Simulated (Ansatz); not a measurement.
# Run report: Ru, geometry relaxation (part 2 of 2)

Continued. System: Ru (slab, 4 atoms in the cell). Method: DFT LDA, scalar-relativistic, plane waves, PAW, PAW set soft_1, no spin polarisation (Ansatz 0.2.0); cutoff 420 eV, 12×12×1 k-mesh, Gaussian smearing of 0.1 eV. The structure derives from an entry of the Crystallography Open Database. The input holds or restrains some coordinates. Forces given for the steps count only the free coordinates.

Geometry of the input (Å; fractional positions):
```
2.6741  0.0000  0.0000
-1.3370  2.3158  0.0000
0.0000  0.0000  20.3401
Ru 0.6667  0.3333  0.3441
Ru 0.3333  0.6667  0.4480
Ru 0.6667  0.3333  0.5520
Ru 0.3333  0.6667  0.6559
```

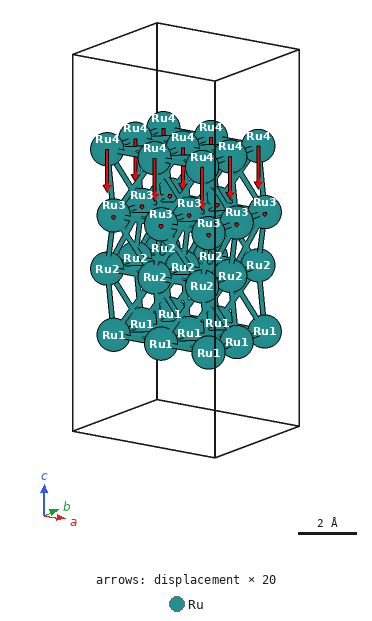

Fig. 1: The starting structure with the displacements as red arrows, magnified 20 times (ball-and-stick view of the 3 × 3 repeat of the cell, with the vacuum cut short, seen slightly off an axis). The energy falls by 6.6 meV per atom in 3 geometry steps. The largest force component goes from 0.72 to 0.02 eV/Å. Ru4 moves most: 0.078 Å. The cell stays as it was. Among the contacts that change: Ru3–Ru4 2.617 → 2.562 Å, Ru2–Ru3 2.617 → 2.610 Å. (Atoms are counted from 1 in the order of the input.)

```
WARN: The output density's exchange-correlation potential varies sharply where the density is thin. Do not read a vacuum level from v_tot or v_xc, or from such a field of the output density. On a cell that repeats whose density bears no net charge and no dipole along the vacuum's axis use v_es (v_loc + v_h of the components); under efield.dipole_correction with no amplitude use v_es + v_field, which holds any external_charges[].barrier, or the levels of the report's work_function block, which leave it out; under a non-zero efield.amplitude the vacuum is tilted and has no level; on a cell that repeats and bears such a dipole with no correction it is tilted too, and efield.dipole_correction with no amplitude gives each side of its ramp a level where efield: is served; in a cell that repeats whose density bears a net charge (total_charge, or a fill off its count) it is curved and has none; of a slab under crystal.periodic whose density bears no net charge use v_es, which has a level on each side, short of where the two are joined; of another it falls or rises all the way out and has none; of a slab beside external_charges read slab_vacuum_level instead, which it has where they leave it neutral. The grid or the basis barely resolves most such structure, and the values can differ between equally converged runs; as a rule a tighter scf.convergence.dr2_threshold does not remove it. Where the density itself ripples (under the LDA too) a higher basis.ecutwfc lessens it. The files hold the spikes' plane waves up to the density's cutoff. Files: v_tot_of_output_density and the like, and their columns of v_z.tsv (output.write_potential); v_xc_of_output_density and the like, and their columns of v_comp_z.tsv (output.write_potential_components). Measured: with its Gaussian average of σ = 0.25 Å subtracted twice, the exchange-correlation potential is over 0.1 eV at 28 of the grid points where the equally averaged density (valence and model cores) is under 1e-3 e/Å³, and 0.222 eV at the most among them, at an averaged density of 4.4e-5 e/Å³. The input density's (outcome.potential() and, of a run that writes arrays, v_tot and v_xc) is over 0.1 eV, so measured, at 27 points of its own thin density, 0.221 eV at the most. See output.write_potential in the manual, Limitations
SCF converged after 4 iterations
Free energy (F): -23030.826980 eV
Harris-Foulkes:  -23030.826980 eV  (|F-HF|=8.35e-8)
Internal energy: -23030.805153 eV  (E = F + TS)
E sigma→0 (E₀):  -23030.816066 eV
Entropy (-TS):   -0.021828 eV (-5.457 meV/atom)
Fermi energy:    6.902368 eV
Dipole field:    D = 0.001256 V/Å  (p = 0.000874 e·Å, saw-weighted, corrected)
Work function:   Φ+ = 5.4302 eV   Φ− = 5.4558 eV
Levels:          The Fermi level and band energies are counted from a zero that moves with the ramp; work functions are not
--- Per-component energies (eV) ---
  E_band       = -1269.088317
  E_kinetic    = 1839.963424
  E_local      = -77300.968868  (includes V_loc(G=0)·N_el)
  E_nonlocal   = 1675.576085
  E_hartree    = 37264.813378
  E_xc         = -674.786917
  E_vxc        = -856.269112  (∫ρ·V_xc dr)
  E_paw        = -13528.190096  (= ΣΔE_a)
  E_vpaw       = -1157.064900  (= ΣTr[D̂ρ^β])
  E_aug_tail   = 0.002195  (compensation charges beyond the density's cutoff)
  E_efield     = 0.000001  (sawtooth field / dipole correction)
  E_vefield    = 0.001741  (∫n·V_field dr)
  E_ewald      = 27690.498907
  E_core_change = 2.286738  (= ΣΔE_core)
  E_smearing   = -0.021828  (= −TS)
  E_closure    = 0.000000  (closes the sum)
  Σ components = -23030.826980   (vs F -23030.826980, Δ=0.00e0)
--- Forces (eV/Å), atoms counted from 1 ---
  atom   1  Ru    -0.00000000     0.00000000     0.67586307
  atom   2  Ru    -0.00000000     0.00000000    -0.68527719
  atom   3  Ru     0.00000000    -0.00000000    -0.01131020
  atom   4  Ru     0.00000000    -0.00000000     0.02048206
  max |Σ_I F_I| component: 2.42e-4 eV/Å
--- Band table (eV; the first three rows and the last of 19) ---
  k-point 0: bands = ["-66.2943", "-66.1562", "-65.7537", "-65.6921", "-36.7693", "-36.2507", "-35.8522", "-35.8522", "-35.7354", "-35.7354", "-35.6739", "-35.5145", "-35.3208", "-35.3208", "-35.2543", "-35.2543", "-0.8909", "0.2815", "0.7180", "1.0735", "3.8328", "3.8328", "4.0278", "4.0278", "4.1632", "4.2726", "4.6764", "4.6764", "4.8354", "4.8354", "5.0757", "5.9954", "5.9954", "6.9695", "7.0964", "7.0964", "7.9714", "7.9714", "8.1035"]
  k-point 1: bands = ["-66.2838", "-66.1490", "-65.7461", "-65.6843", "-36.7491", "-36.2553", "-35.9000", "-35.8690", "-35.8212", "-35.7472", "-35.6394", "-35.5263", "-35.3715", "-35.3333", "-35.3076", "-35.2671", "-0.6341", "0.5186", "0.9393", "1.3248", "3.5550", "3.7620", "3.9741", "4.0243", "4.1901", "4.2001", "4.5918", "4.7515", "4.8402", "5.0083", "5.1402", "5.8336", "5.9449", "6.4920", "6.7984", "7.0345", "7.3589", "7.9659", "8.2478"]
  k-point 2: bands = ["-66.2547", "-66.1293", "-65.7256", "-65.6630", "-36.6939", "-36.2943", "-36.0253", "-35.9665", "-35.9143", "-35.7798", "-35.6190", "-35.5740", "-35.4970", "-35.4383", "-35.3673", "-35.3020", "0.0383", "1.0807", "1.4204", "1.9410", "3.0152", "3.2780", "3.4822", "4.0067", "4.2136", "4.5117", "4.5469", "4.8871", "4.9777", "5.1952", "5.3875", "5.5132", "5.8720", "6.0980", "6.6073", "6.9370", "7.8640", "7.9415", "8.3998"]
  k-point 18: bands = ["-66.1028", "-66.0454", "-65.6264", "-65.5602", "-36.5755", "-36.5458", "-36.5087", "-36.2924", "-36.2083", "-36.1518", "-35.8756", "-35.8162", "-35.7644", "-35.7405", "-35.6231", "-35.5739", "1.2518", "2.0371", "2.1218", "2.3492", "2.7336", "2.8248", "2.9029", "4.0718", "4.0929", "4.5889", "4.6712", "4.7678", "4.7805", "5.6594", "6.2468", "7.5681", "7.6165", "7.7079", "8.1096", "8.1611", "14.6417", "14.6486", "14.7162"]
--- Relaxed structure (4 steps of the walk, 4 accepted, 0 SCFs on fresh bases) ---
  F+E_penalty+E_count = -23030.82698035 eV   max|allowed force component| = 2.048e-2 eV/Å
  atoms:
    - { symbol: Ru, position: [0.6666666666666667, 0.33333333333333337, 0.3441470654] }
    - { symbol: Ru, position: [0.3333333333333333, 0.6666666666666666, 0.4480490218] }
    - { symbol: Ru, position: [0.6666666666666667, 0.33333333333333337, 0.5515251233973283] }
    - { symbol: Ru, position: [0.3333333333333333, 0.6666666666666666, 0.6520212227023294] }
```

**Trajectory as extended XYZ (Å, eV, eV/Å), 4 frames, from step=1 to step=4**
```
4
Lattice="2.6741 0.0000 0.0000 -1.3370 2.3158 0.0000 0.0000 0.0000 20.3401" Properties=species:S:1:pos:R:3:forces:R:3 step=1 energy=-23030.80062
Ru    1.3370    0.7719    7.0000    0.0000   0.0000   0.7246
Ru    0.0000    1.5439    9.1134    0.0000   0.0000  -0.5262
Ru    1.3370    0.7719   11.2268    0.0000   0.0000   0.5262
Ru    0.0000    1.5439   13.3401    0.0000   0.0000  -0.7246
4
Lattice="2.6741 0.0000 0.0000 -1.3370 2.3158 0.0000 0.0000 0.0000 20.3401" Properties=species:S:1:pos:R:3:forces:R:3 step=2 energy=-23030.81620
Ru    1.3370    0.7719    7.0000    0.0000   0.0000   0.6292
Ru    0.0000    1.5439    9.1134    0.0000   0.0000  -0.8962
Ru    1.3370    0.7719   11.2003    0.0000   0.0000  -0.2151
Ru    0.0000    1.5439   13.2107    0.0000   0.0000   0.4821
4
Lattice="2.6741 0.0000 0.0000 -1.3370 2.3158 0.0000 0.0000 0.0000 20.3401" Properties=species:S:1:pos:R:3:forces:R:3 step=3 energy=-23030.82697
Ru    1.3370    0.7719    7.0000    0.0000   0.0000   0.6761
Ru    0.0000    1.5439    9.1134    0.0000   0.0000  -0.6847
Ru    1.3370    0.7719   11.2181    0.0000   0.0000  -0.0133
Ru    0.0000    1.5439   13.2622    0.0000   0.0000   0.0200
4
Lattice="2.6741 0.0000 0.0000 -1.3370 2.3158 0.0000 0.0000 0.0000 20.3401" Properties=species:S:1:pos:R:3:forces:R:3 step=4 energy=-23030.82698
Ru    1.3370    0.7719    7.0000    0.0000   0.0000   0.6759
Ru    0.0000    1.5439    9.1134    0.0000   0.0000  -0.6853
Ru    1.3370    0.7719   11.2181    0.0000   0.0000  -0.0113
Ru    0.0000    1.5439   13.2622    0.0000   0.0000   0.0205
```

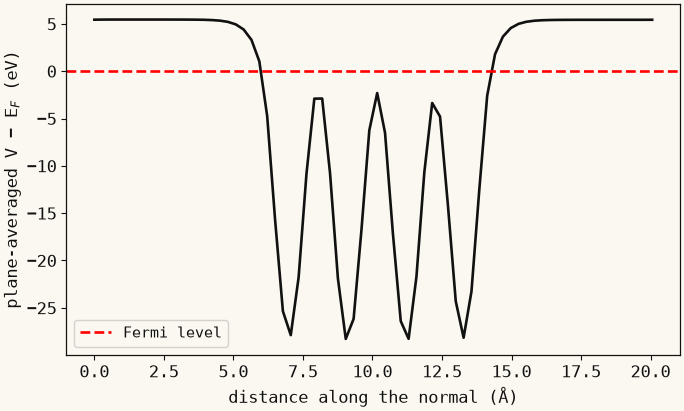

Fig. 2: Plane average of the electrostatic potential energy of an electron across the cell, from the Fermi level. The vacuum level lies 5.43 eV above the Fermi level on the upper side and 5.46 eV on the lower.

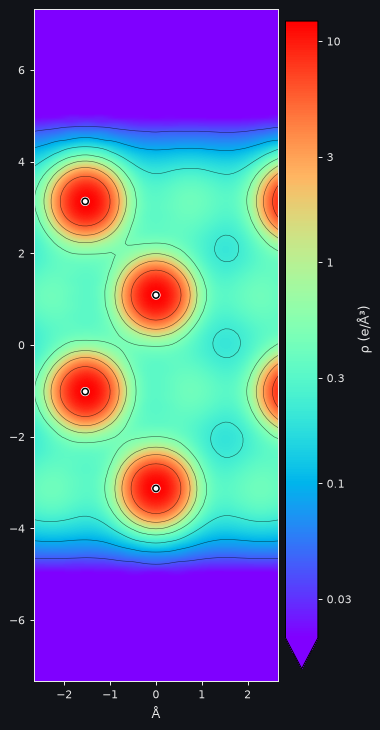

Fig. 3: Valence pseudo-density on the (110) plane of the calculation cell, a cut from vacuum to vacuum. Circles mark the nuclei in the plane (Ru). Atoms in the plane: Ru. Ru–Ru (2.56 Å): ρ at the midpoint is about 0.51 e/Å³. Ru–Ru (2.61 Å): ρ at the midpoint is about 0.46 e/Å³. The density dies away to nearly zero in the vacuum. Core electrons are frozen (PAW), so the fields are smoothed inside the atomic spheres.

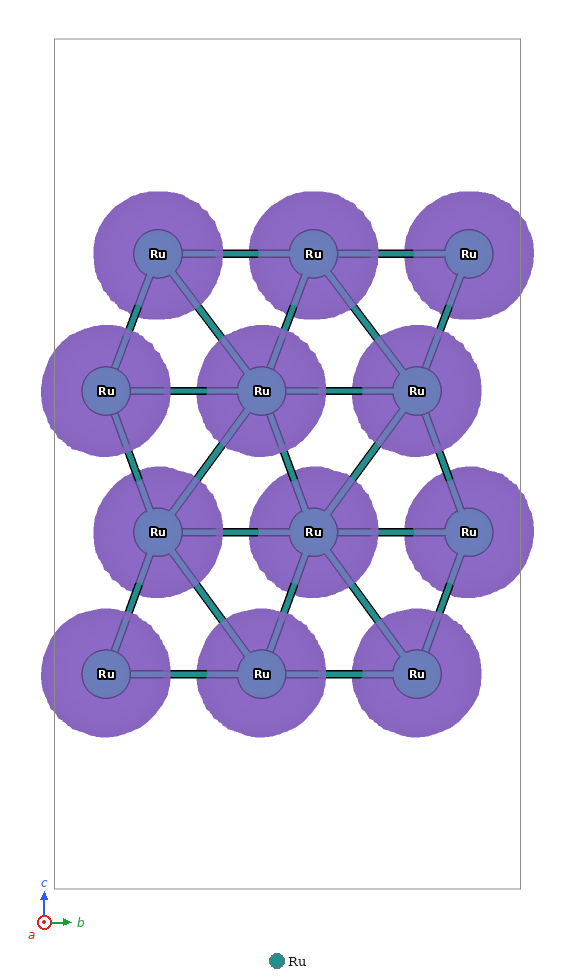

Fig. 4: Isosurface of the valence charge density (pseudo) at 0.8 e/Å³ (purple), seen along the a axis. Sticks mark near contacts. At this value the density breaks into separate islands; it holds about 75 % of the electrons treated as valence (semicore included). It is pinched off along the Ru–Ru (2.56 Å), Ru–Ru (2.61 Å) and Ru–Ru (2.67 Å) contacts. On the grid the lowest density along these lines, outside the cores, is 0.51 e/Å³ (Ru–Ru, 2.56 Å), 0.46 e/Å³ (Ru–Ru, 2.61 Å) and 0.41 e/Å³ (Ru–Ru, 2.67 Å).
